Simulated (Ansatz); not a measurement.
Given this structure, the geometry relaxed in a fixed cell with DFT PBEsol, scalar-relativistic, plane waves, PAW in Ansatz 0.2.0, written in its standard cell:

```yaml
crystal:
  lattice:
    - [4.59125, 0.00000, 0.00000]
    - [0.00000, 4.59125, 0.00000]
    - [0.00000, 0.00000, 2.93903]
  atoms:
    - { symbol: Ti, position: [0.00000, 0.00000, 0.00000] }
    - { symbol: Ti, position: [0.50000, 0.50000, 0.50000] }
    - { symbol: O, position: [0.30444, 0.30444, 0.00000] }
    - { symbol: O, position: [0.80444, 0.19556, 0.50000] }
    - { symbol: O, position: [0.19556, 0.80444, 0.50000] }
    - { symbol: O, position: [0.69556, 0.69556, 0.00000] }
```

Q: Predict the [101] zone-axis pattern (120 kV, kinematic, B = 0.8 Å²).

A: The spots form a rectangular net whose two shortest vectors correspond to d = 4.59 Å and 2.48 Å, 90.0° apart. They are 0 1 0 (itself extinct) and 1 0 -1. The pattern has symmetry 2mm. A screw axis and a glide plane both extinguish reflections such as 0 1 0, 0 3 0, 0 5 0; reflections such as 1 -5 -1, 1 5 -1 are allowed but too weak to see at this display level.

Strongest reflections with d > 0.80 Å, one of each family (|F|² from tabulated Gaussian fits of the electron scattering factors, times a small damping for the curvature of the Ewald sphere):

| hkl | d (Å) | I (strongest = 100) |
| --- | --- | --- |
| 1 2 -1 | 1.683 | 100 |
| 1 0 -1 | 2.475 | 85 |
| 1 1 -1 | 2.179 | 67 |
| 2 2 -2 | 1.089 | 44 |
| 0 4 0 | 1.148 | 31 |
| 3 0 -3 | 0.825 | 18 |

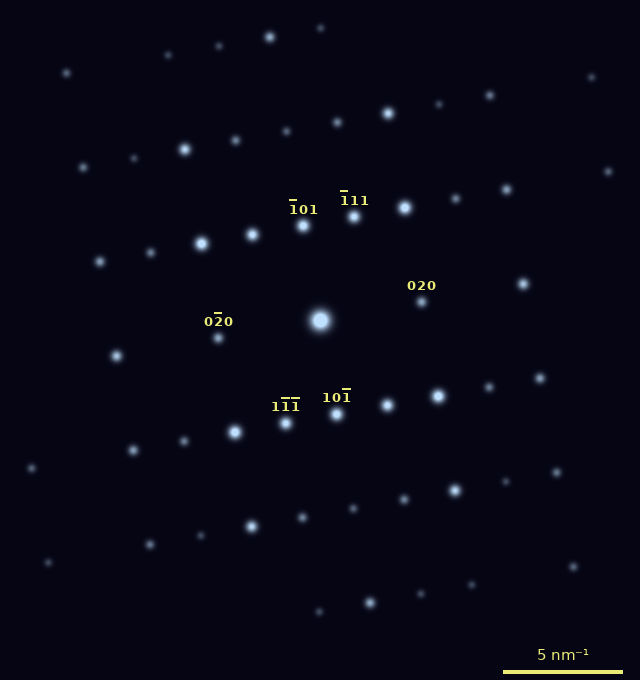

Calculated pattern, seen from the source side with [101] pointing towards the source.
